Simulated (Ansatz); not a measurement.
## Run report: BaO, nudged elastic band (part 1 of 2)

System: BaO (2 atoms in the cell).
Method: DFT, LDA, PAW with Ansatz's default frozen-core files, scalar-relativistic, no spin polarisation (Ansatz 0.2.0).

The structure derives from an entry of the Crystallography Open Database. It belongs to a series of runs on one base structure; here: atom 2 (O) and its images move by one cell vector a. Figures and captions count atoms from 1; the log counts them from 0 in places.

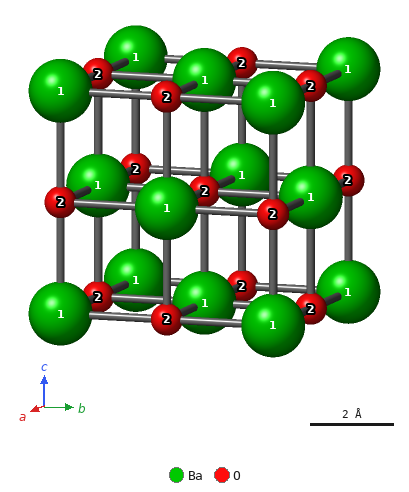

**Figure 1.** The structure as given in the input (ball-and-stick view of the cell 4 times as large as that of the calculation, set on its symmetry axes, seen slightly off an axis; atoms are numbered from 1 in the order of the input). Near neighbours in the crystal (not all of them lie inside the picture): Ba has 6 O at 2.75 Å; O has 6 Ba at 2.75 Å.

The input
```yaml
crystal:
  lattice:
    - [0.0, 2.75, 2.75]
    - [2.75, 0.0, 2.75]
    - [2.75, 2.75, 0.0]
  atoms:
    - { symbol: Ba, position: [0.0, 0.0, 0.0] }
    - { symbol: O, position: [0.5, 0.5, 0.5] }
kpoints:
  mp_grid: { grid: [7, 7, 7] }
scf:
  occupations: { method: fermi_dirac, width: 0.02 }
hamiltonian:
  xc: lda
  pseudopotentials: { kind: paw }
output:
  forces: true
neb:
  images: 3
  f_tol: 0.05
  max_iterations: 40
  relax_end_points: true
  final_atoms:
    - { symbol: Ba, position: [0.0, 0.0, 0.0] }
    - { symbol: O, position: [1.5, 0.5, 0.5] }
```

Launched with:
```bash
ansatz run input.yaml --threads 4 --pin off --max-ram 4096MiB --backend cpu --events-out ev --progress --plain --runs-dir out
```

Log
```
Warning: neb: disabling space-group detection — the band's intermediate images generally break the endpoint symmetry, so no spatial operation reduces the k-mesh or symmetrises the density, except that a semilocal band can use its path's symmetry ahead of convergence; time reversal is kept, so that k and −k are solved as one point where they differ and the mesh holds both, and exact exchange and, on two spinor components, a DFT+U term hold to it where the run has them: on two components no moment then forms, and a state that bears one, which a typed moment (crystal.atoms[].spin; refused beside efield: under a hybrid functional) reaches, can lie lower, under hf by electronvolts; crystal.symmetry.detect: false (a key that needs symmetry detection or time reversal refuses this as the deck is read) with time_reversal: false beside it drops time reversal too
Warning: between the path's two end points as given, atom 1 moves 3.889 Å, but a periodic copy of its final position lies 0.000 Å from its initial position (atoms with a nearer copy: 1). The path is placed between the positions as given. If the final geometry was wrapped back into the cell, it goes the long way round and its barrier is wrong: give each position of final_atoms that was wrapped, be it another atom's, in the copy that is meant, in a crystal or on a slab the one nearest to the atom's initial position, of atoms alone in their cell the one beside the others as in crystal.atoms, all in one place with crystal.atoms. If the atom really moves that far, or all atoms stand shifted by as much, ignore this warning
Engine: ansatz 0.2.0, x86_64-unknown-linux-gnu
Pseudopotentials: kind: paw
Pseudopotential: Ba, paw, valence charge 10, recommended cutoff 420 eV (normal), Ba.paw.azcp
Pseudopotential: O, paw, valence charge 6, recommended cutoff 420 eV (normal), O.paw.azcp
Functional definition: SPW92
  exchange = slater_x
  correlation = pw_c
parallel-image band execution: 3 concurrent image workers
NEB image 0
Crystal: 2 atoms, lattice volume = 41.594 Å³
Basis set: ecut = 420 eV, 869 PW (Γ)
Bands: 12, of which v1, the nominal top of the filled ones, is band 8 counted from 1 (7 counted from 0)
Symmetry: 1 space group operations
k-points: 172 of 343 (time reversal used)
Non-local potential: Ba, projectors of the file, l = 0: 3, l = 1: 2, l = 2: 2, l = 3: 2
Non-local potential: O, projectors of the file, l = 0: 2, l = 1: 2, l = 2: 1
PAW form: soft (Blöchl's): semilocal exchange-correlation on the pseudo side does not see the compensation charge
PAW frozen core: Ba, regenerated for the run's functional, and the local potential with it (the file was generated under x = pbe(κ = 0.804, μ = 0.2195149727645171), c = pbe(β = 0.06672455060314922))
PAW frozen core: O, regenerated for the run's functional, and the local potential with it (the file was generated under x = pbe(κ = 0.804, μ = 0.2195149727645171), c = pbe(β = 0.06672455060314922))
PAW one-centre angular grid: Ba, 194 points (default); XC on 64 Gauss nodes
PAW one-centre angular grid: O, 110 points (default); XC on 64 Gauss nodes
Initial density: superposition of atomic densities (neutral atoms: chi_scale 0, normalization atom), corrected by the library's trained network
Initial wavefunctions: pseudopotential atomic-orbital guess
Functional: x = slater, c = lda
SCF iter   1: F=—  HF=-6337.609411 eV  |F-HF|=—  |Δ(HF+E_count)|=         —  Δρ=1.46e-2  dr2=9.71e-2  ethr=1.77e-3  ⟨swp⟩=9.0  Hψ=17506  notcnv=0
preconditioner: auto → none  [insulator: Δε(μ)=1.717 eV  Ē_g=13.091 eV  σ=0.020 eV  W_gap=1.00  n_scr=14 (ndim 8)  ℏωp=21.5 eV  f_vac=0.000  D(μ)=0.00/eV (n_scr^D=0)  ε∞_Penn≈3.7]
SCF iter   2: F=—  HF=-6337.588710 eV  |F-HF|=—  |Δ(HF+E_count)|=   2.07e-2  Δρ=2.89e-3  dr2=3.93e-3  ethr=6.07e-4  ⟨swp⟩=2.6  Hψ=4510  notcnv=0
SCF iter   3: F=—  HF=-6337.587952 eV  |F-HF|=—  |Δ(HF+E_count)|=   7.58e-4  Δρ=7.98e-4  dr2=1.12e-4  ethr=2.45e-5  ⟨swp⟩=2.0  Hψ=3149  notcnv=0
SCF iter   4: F=—  HF=-6337.587922 eV  |F-HF|=—  |Δ(HF+E_count)|=   3.02e-5  Δρ=1.30e-4  dr2=6.19e-6  ethr=6.97e-7  ⟨swp⟩=2.4  Hψ=3194  notcnv=0
SCF iter   5: F=—  HF=-6337.587921 eV  |F-HF|=—  |Δ(HF+E_count)|=   1.15e-6  Δρ=1.69e-5  dr2=1.05e-7  ethr=3.87e-8  ⟨swp⟩=2.0  Hψ=2618  notcnv=0
SCF iter   6: F=-6337.587921 eV  HF=-6337.587921 eV  |F-HF|=9.77e-9  |Δ(HF+E_count)|=   2.47e-8  Δρ=5.02e-6  dr2=1.09e-8  ethr=6.25e-10  ⟨swp⟩=4.1  Hψ=6868  notcnv=0
SCF 1 converged in 6 iterations: F = -6337.587921 eV  dr2 = 1.09e-8
  greatest PAW one-centre occupation: 0.956 electrons in one spin orbital (limit 2), on the Ba atom at site 0 (counted from 0), in its partial waves of l = 0
NSCF: frozen V_eff on 172 k-points
NEB image 4
SCF iter   1: F=—  HF=-6337.609411 eV  |F-HF|=—  |Δ(HF+E_count)|=         —  Δρ=1.46e-2  dr2=9.71e-2  ethr=1.77e-3  ⟨swp⟩=9.0  Hψ=17506  notcnv=0
SCF iter   2: F=—  HF=-6337.588710 eV  |F-HF|=—  |Δ(HF+E_count)|=   2.07e-2  Δρ=2.89e-3  dr2=3.93e-3  ethr=6.07e-4  ⟨swp⟩=2.6  Hψ=4510  notcnv=0
SCF iter   3: F=—  HF=-6337.587952 eV  |F-HF|=—  |Δ(HF+E_count)|=   7.58e-4  Δρ=7.98e-4  dr2=1.12e-4  ethr=2.45e-5  ⟨swp⟩=2.0  Hψ=3149  notcnv=0
SCF iter   4: F=—  HF=-6337.587922 eV  |F-HF|=—  |Δ(HF+E_count)|=   3.00e-5  Δρ=1.30e-4  dr2=6.19e-6  ethr=6.97e-7  ⟨swp⟩=2.4  Hψ=3194  notcnv=0
SCF iter   5: F=—  HF=-6337.587921 eV  |F-HF|=—  |Δ(HF+E_count)|=   1.37e-6  Δρ=1.69e-5  dr2=1.05e-7  ethr=3.87e-8  ⟨swp⟩=2.0  Hψ=2618  notcnv=0
SCF iter   6: F=-6337.587921 eV  HF=-6337.587921 eV  |F-HF|=9.78e-9  |Δ(HF+E_count)|=   2.47e-8  Δρ=5.02e-6  dr2=1.09e-8  ethr=6.25e-10  ⟨swp⟩=4.1  Hψ=6868  notcnv=0
SCF 2 converged in 6 iterations: F = -6337.587921 eV  dr2 = 1.09e-8
[... from here on the iterations of each SCF are left out, up to the last one ...]
NSCF: frozen V_eff on 172 k-points
NEB end point (image 0): max|allowed force component| = 1.883e-7 eV/Å (the criterion of neb.relax_end_points is 1.000e-2)
NEB end point (image 4): max|allowed force component| = 1.937e-7 eV/Å (the criterion of neb.relax_end_points is 1.000e-2)
NEB image 0, for its relaxation
Initial density: handed on by an earlier stage of this run
Initial wavefunctions: those handed on with the density
preconditioner: auto → none  [insulator: Δε(μ)=1.966 eV  Ē_g=13.199 eV  σ=0.020 eV  W_gap=1.00  n_scr=14 (ndim 8)  ℏωp=21.5 eV  f_vac=0.000  D(μ)=0.00/eV (n_scr^D=0)  ε∞_Penn≈3.7]
SCF 3 converged in 6 iterations: F = -6337.587921 eV  dr2 = 2.50e-16
NEB image 0, for its relaxation
SCF 4 converged in 6 iterations: F = -6337.587902 eV  dr2 = 8.66e-13
NEB image 0, for its relaxation
SCF 5 converged in 6 iterations: F = -6337.587902 eV  dr2 = 1.53e-11
NEB image 0, for its relaxation
SCF 6 converged in 6 iterations: F = -6337.587902 eV  dr2 = 4.24e-12
NEB image 0, for its relaxation
SCF 7 converged in 6 iterations: F = -6337.587902 eV  dr2 = 1.51e-11
NEB image 0, for its relaxation
SCF 8 converged in 6 iterations: F = -6337.587902 eV  dr2 = 4.10e-12
NEB image 0, for its relaxation
SCF 9 converged in 6 iterations: F = -6337.587902 eV  dr2 = 1.51e-11
NEB image 0, for its relaxation
SCF 10 converged in 6 iterations: F = -6337.587921 eV  dr2 = 1.80e-12
NEB image 0
SCF 11 converged in 6 iterations: F = -6337.587921 eV  dr2 = 7.71e-20
NSCF: frozen V_eff on 172 k-points
NEB end point (image 0): relaxed in 48 SCF iterations, 0.000000 eV lower, largest move of an atom 0.000 Å; tested for a saddle point, 0 escaped on the way
NEB image 4, for its relaxation
SCF 12 converged in 6 iterations: F = -6337.587921 eV  dr2 = 2.51e-16
NEB image 4, for its relaxation
SCF 13 converged in 6 iterations: F = -6337.587902 eV  dr2 = 8.66e-13
NEB image 4, for its relaxation
SCF 14 converged in 6 iterations: F = -6337.587902 eV  dr2 = 1.52e-11
NEB image 4, for its relaxation
SCF 15 converged in 6 iterations: F = -6337.587902 eV  dr2 = 4.35e-12
NEB image 4, for its relaxation
SCF 16 converged in 6 iterations: F = -6337.587902 eV  dr2 = 1.50e-11
NEB image 4, for its relaxation
SCF 17 converged in 6 iterations: F = -6337.587902 eV  dr2 = 4.13e-12
NEB image 4, for its relaxation
SCF 18 converged in 6 iterations: F = -6337.587902 eV  dr2 = 1.53e-11
NEB image 4, for its relaxation
SCF 19 converged in 6 iterations: F = -6337.587921 eV  dr2 = 1.82e-12
NEB image 4
SCF 20 converged in 6 iterations: F = -6337.587921 eV  dr2 = 8.03e-20
NSCF: frozen V_eff on 172 k-points
NEB end point (image 4): relaxed in 48 SCF iterations, 0.000000 eV lower, largest move of an atom 0.000 Å; tested for a saddle point, 0 escaped on the way
NEB image 1
Symmetry: 4 space group operations
k-points: 64 of 343 (time reversal used)
preconditioner: auto → none  [insulator: Δε(μ)=2.374 eV  Ē_g=13.202 eV  σ=0.020 eV  W_gap=1.00  n_scr=14 (ndim 8)  ℏωp=21.5 eV  f_vac=0.000  D(μ)=0.00/eV (n_scr^D=0)  ε∞_Penn≈3.7]
SCF 21 converged in 6 iterations: F = -6336.596548 eV  dr2 = 1.30e-9
NEB image 2
preconditioner: auto → Kerker (q_TF=auto, 2.327 Å⁻¹)  [metal: Δε(μ)=0.011 eV  Ē_g=12.751 eV  σ=0.020 eV  W_gap=0.14  n_scr=14 (ndim 8)  ℏωp=20.6 eV  f_vac=0.000  D(μ)=2.30/eV (n_scr^D=14)]
SCF 22 converged in 7 iterations: F = -6333.354833 eV  dr2 = 5.25e-8
NEB image 3
SCF 23 converged in 6 iterations: F = -6336.596548 eV  dr2 = 1.29e-9
NEB iter   1: max|band force component| = 3.750e-8 eV/Å  barrier→ = 4.2331 eV  barrier← = 4.2331 eV  CI = image 2  Δτ_max = 0.0000 Å  (43 SCF iters)
NEB image 1
preconditioner: auto → none  [insulator: Δε(μ)=2.513 eV  Ē_g=13.281 eV  σ=0.020 eV  W_gap=1.00  n_scr=14 (ndim 8)  ℏωp=21.5 eV  f_vac=0.000  D(μ)=0.00/eV (n_scr^D=0)  ε∞_Penn≈3.6]
SCF 24 converged in 6 iterations: F = -6336.596548 eV  dr2 = 3.64e-17
NEB image 2
preconditioner: auto → Kerker (q_TF=auto, 2.327 Å⁻¹)  [metal: Δε(μ)=0.014 eV  Ē_g=12.460 eV  σ=0.020 eV  W_gap=0.17  n_scr=14 (ndim 8)  ℏωp=20.6 eV  f_vac=0.000  D(μ)=2.24/eV (n_scr^D=14)]
SCF 25 converged in 2 iterations: F = -6333.354833 eV  dr2 = 2.96e-8
NEB image 3
SCF 26 converged in 6 iterations: F = -6336.596548 eV  dr2 = 3.66e-17
NEB image 1
NSCF: frozen V_eff on 172 k-points
NEB image 3
NSCF: frozen V_eff on 172 k-points
NEB image 2
NSCF: frozen V_eff on 172 k-points
the band table was solved once a step of the walk had ended and its energy, with any forces and stress, was formed, with the checks that follow a solve (14232 applications of the Hamiltonian). They found nothing against the state; the energy, forces and stress were not computed again (output.eigenvalues in the input reference)
NEB image 2, as the band closes
SCF 27 converged in 3 iterations: F = -6333.354833 eV  dr2 = 3.26e-10
NEB point 1 about image 2
preconditioner: auto → Kerker (q_TF=auto, 2.327 Å⁻¹)  [metal: Δε(μ)=0.018 eV  Ē_g=12.456 eV  σ=0.020 eV  W_gap=0.22  n_scr=14 (ndim 8)  ℏωp=20.6 eV  f_vac=0.000  D(μ)=2.08/eV (n_scr^D=14)]
SCF 28 converged in 8 iterations: F = -6333.375449 eV  dr2 = 7.70e-11
NEB point 2 about image 2
SCF 29 converged in 8 iterations: F = -6333.375449 eV  dr2 = 7.69e-11
NEB point 3 about image 2
preconditioner: auto → Kerker (q_TF=auto, 2.327 Å⁻¹)  [metal: Δε(μ)=0.017 eV  Ē_g=12.452 eV  σ=0.020 eV  W_gap=0.21  n_scr=14 (ndim 8)  ℏωp=20.6 eV  f_vac=0.000  D(μ)=2.41/eV (n_scr^D=26)]
SCF 30 converged in 8 iterations: F = -6333.379949 eV  dr2 = 2.53e-10
NEB point 4 about image 2
preconditioner: auto → Kerker (q_TF=auto, 2.327 Å⁻¹)  [metal: Δε(μ)=0.030 eV  Ē_g=12.489 eV  σ=0.020 eV  W_gap=0.36  n_scr=14 (ndim 8)  ℏωp=20.6 eV  f_vac=0.000  D(μ)=0.88/eV (n_scr^D=0)]
preconditioner: auto → none  [insulator: Δε(μ)=0.046 eV  Ē_g=12.492 eV  σ=0.020 eV  W_gap=0.51  n_scr=14 (ndim 8)  ℏωp=20.6 eV  f_vac=0.000  D(μ)=0.71/eV (n_scr^D=0)  ε∞_Penn≈3.7]
SCF 31 converged in 7 iterations: F = -6333.265196 eV  dr2 = 4.17e-11
NEB point 5 about image 2
preconditioner: auto → Kerker (q_TF=auto, 2.327 Å⁻¹)  [metal: Δε(μ)=0.007 eV  Ē_g=12.452 eV  σ=0.020 eV  W_gap=0.09  n_scr=14 (ndim 8)  ℏωp=20.6 eV  f_vac=0.000  D(μ)=2.61/eV (n_scr^D=26)]
SCF 32 converged in 8 iterations: F = -6333.394446 eV  dr2 = 1.79e-10
NEB point 6 about image 2
SCF 33 converged in 8 iterations: F = -6333.394446 eV  dr2 = 1.79e-10
NEB point 7 about image 2
preconditioner: auto → Kerker (q_TF=auto, 2.327 Å⁻¹)  [metal: Δε(μ)=0.016 eV  Ē_g=12.454 eV  σ=0.020 eV  W_gap=0.19  n_scr=14 (ndim 8)  ℏωp=20.6 eV  f_vac=0.000  D(μ)=2.22/eV (n_scr^D=14)]
SCF 34 converged in 7 iterations: F = -6333.387129 eV  dr2 = 1.05e-9
NEB point 8 about image 2
SCF 35 converged in 7 iterations: F = -6333.387129 eV  dr2 = 1.06e-9
NEB image 0, as the band closes
SCF 36 converged in 6 iterations: F = -6337.587921 eV  dr2 = 2.51e-22
NEB point 1 about image 0
preconditioner: auto → none  [insulator: Δε(μ)=1.957 eV  Ē_g=13.200 eV  σ=0.020 eV  W_gap=1.00  n_scr=14 (ndim 8)  ℏωp=21.5 eV  f_vac=0.000  D(μ)=0.00/eV (n_scr^D=0)  ε∞_Penn≈3.7]
SCF 37 converged in 6 iterations: F = -6337.586614 eV  dr2 = 4.69e-11
NEB point 2 about image 0
SCF 38 converged in 6 iterations: F = -6337.586614 eV  dr2 = 4.70e-11
NEB iter   2: max|band force component| = 3.733e-7 eV/Å  barrier→ = 4.2331 eV  barrier← = 4.2331 eV  CI = image 2  CI's point: of higher order  Δτ_max = 0.1000 Å  (96 SCF iters)
[... from here on the SCF iterations and repeated set-up lines of each step are left out, up to the last step ...]
NEB image 1
SCF 39 converged in 6 iterations: F = -6336.608635 eV  dr2 = 1.35e-10
NEB image 2
SCF 40 converged in 6 iterations: F = -6333.524977 eV  dr2 = 3.85e-9
NEB image 3
SCF 41 converged in 6 iterations: F = -6336.608635 eV  dr2 = 1.35e-10
NEB iter   3: max|band force component| = 1.820e0 eV/Å  barrier→ = 4.0629 eV  barrier← = 4.0629 eV  CI = image 2  Δτ_max = 0.1894 Å  (18 SCF iters)
NEB image 1
SCF 42 converged in 6 iterations: F = -6336.857764 eV  dr2 = 3.93e-9
NEB image 2
SCF 43 converged in 7 iterations: F = -6334.422322 eV  dr2 = 1.18e-9
NEB image 3
SCF 44 converged in 6 iterations: F = -6336.857764 eV  dr2 = 3.91e-9
NEB iter   4: max|band force component| = 4.637e0 eV/Å  barrier→ = 3.1656 eV  barrier← = 3.1656 eV  CI = image 2  Δτ_max = 0.0889 Å  (19 SCF iters)
NEB image 1
SCF 45 converged in 6 iterations: F = -6336.885394 eV  dr2 = 2.27e-11
NEB image 2
SCF 46 converged in 6 iterations: F = -6335.278474 eV  dr2 = 2.10e-9
NEB image 3
SCF 47 converged in 6 iterations: F = -6336.885393 eV  dr2 = 2.24e-11
NEB iter   5: max|band force component| = 4.741e0 eV/Å  barrier→ = 2.3094 eV  barrier← = 2.3094 eV  CI = image 2  Δτ_max = 0.0918 Å  (18 SCF iters)
NEB image 1
SCF 48 converged in 6 iterations: F = -6336.865324 eV  dr2 = 2.85e-11
NEB image 2
SCF 49 converged in 6 iterations: F = -6336.079092 eV  dr2 = 1.83e-8
NEB image 3
SCF 50 converged in 6 iterations: F = -6336.865325 eV  dr2 = 2.86e-11
NEB iter   6: max|band force component| = 3.893e0 eV/Å  barrier→ = 1.5088 eV  barrier← = 1.5088 eV  CI = image 2  Δτ_max = 0.1788 Å  (18 SCF iters)
NEB image 1
SCF 51 converged in 6 iterations: F = -6336.775637 eV  dr2 = 4.18e-10
NEB image 2
SCF 52 converged in 7 iterations: F = -6337.037480 eV  dr2 = 1.37e-9
NEB image 3
SCF 53 converged in 6 iterations: F = -6336.775634 eV  dr2 = 4.28e-10
NEB iter   7: max|band force component| = 1.394e0 eV/Å  barrier→ = 0.8123 eV  barrier← = 0.8123 eV  CI = image 3  Δτ_max = 0.1128 Å  (19 SCF iters)
NEB image 1
SCF 54 converged in 6 iterations: F = -6336.621369 eV  dr2 = 4.90e-10
NEB image 2
SCF 55 converged in 6 iterations: F = -6337.085933 eV  dr2 = 2.82e-8
NEB image 3
SCF 56 converged in 6 iterations: F = -6336.819253 eV  dr2 = 1.32e-9
NEB iter   8: max|band force component| = 1.538e0 eV/Å  barrier→ = 0.9666 eV  barrier← = 0.9666 eV  CI = image 1  Δτ_max = 0.0591 Å  (18 SCF iters)
NEB image 1
SCF 57 converged in 6 iterations: F = -6336.609096 eV  dr2 = 4.05e-12
NEB image 2
SCF 58 converged in 6 iterations: F = -6337.119575 eV  dr2 = 5.53e-10
NEB image 3
SCF 59 converged in 6 iterations: F = -6336.854096 eV  dr2 = 1.11e-10
NEB iter   9: max|band force component| = 8.667e-1 eV/Å  barrier→ = 0.9788 eV  barrier← = 0.9788 eV  CI = image 1  Δτ_max = 0.0719 Å  (18 SCF iters)
NEB image 1
SCF 60 converged in 6 iterations: F = -6336.596088 eV  dr2 = 4.79e-12
NEB image 2
SCF 61 converged in 6 iterations: F = -6337.157628 eV  dr2 = 1.33e-9
NEB image 3
SCF 62 converged in 6 iterations: F = -6336.734130 eV  dr2 = 9.18e-10
NEB iter  10: max|band force component| = 8.759e-1 eV/Å  barrier→ = 0.9918 eV  barrier← = 0.9918 eV  CI = image 1  Δτ_max = 0.0113 Å  (18 SCF iters)
NEB image 1
SCF 63 converged in 6 iterations: F = -6336.580194 eV  dr2 = 9.97e-12
NEB image 2
SCF 64 converged in 5 iterations: F = -6337.152148 eV  dr2 = 8.52e-9
NEB image 3
SCF 65 converged in 6 iterations: F = -6336.745120 eV  dr2 = 1.42e-12
NEB iter  11: max|band force component| = 7.853e-1 eV/Å  barrier→ = 1.0077 eV  barrier← = 1.0077 eV  CI = image 1  Δτ_max = 0.0564 Å  (17 SCF iters)
NEB image 1
SCF 66 converged in 6 iterations: F = -6336.451039 eV  dr2 = 7.47e-10
NEB image 2
SCF 67 converged in 6 iterations: F = -6337.074222 eV  dr2 = 2.15e-9
NEB image 3
SCF 68 converged in 6 iterations: F = -6336.789208 eV  dr2 = 3.22e-11
NEB iter  12: max|band force component| = 5.941e-1 eV/Å  barrier→ = 1.1369 eV  barrier← = 1.1369 eV  CI = image 1  Δτ_max = 0.0929 Å  (18 SCF iters)
NEB image 1
SCF 69 converged in 6 iterations: F = -6336.363536 eV  dr2 = 2.98e-9
NEB image 2
SCF 70 converged in 6 iterations: F = -6336.673861 eV  dr2 = 1.19e-10
NEB image 3
SCF 71 converged in 6 iterations: F = -6336.785112 eV  dr2 = 3.09e-12
NEB iter  13: max|band force component| = 6.614e-2 eV/Å  barrier→ = 1.2244 eV  barrier← = 1.2244 eV  CI = image 1  Δτ_max = 0.0113 Å  (18 SCF iters)
NEB image 1
SCF 72 converged in 6 iterations: F = -6336.363767 eV  dr2 = 5.49e-12
```
